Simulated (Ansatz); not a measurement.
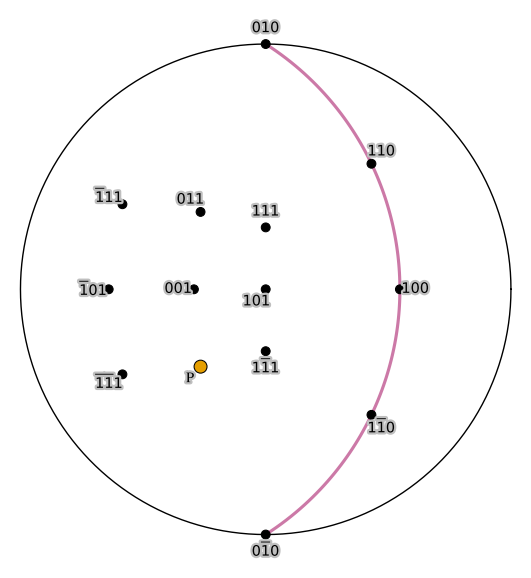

Stereographic projection of plane normals (upper hemisphere) centred on (1 0 1). Crystal: TiO2, the geometry relaxed with Ansatz 0.2.0, DFT PBEsol, scalar-relativistic, plane waves, PAW; the starting structure was generated, so it need not be a known form of this composition. The drawing is computed from the coordinates (standard cell, symmetry found to 0.002 Å).

a = 4.591 Å, b = 4.591 Å, c = 2.939 Å, α = 90.00°, β = 90.00°, γ = 90.00°.

> Index the pole marked P.

P is (0 −1 1), 44.8° from the centre.

> Which zone does the coloured great circle trace?

The zone [0 0 1]: its poles satisfy l = 0.

> What is the angle between the normals of (1 −1 1) and (1 0 0), and what are their d_hkl = 1/|g|?

61.7°; d = 2.179 Å and 4.591 Å.
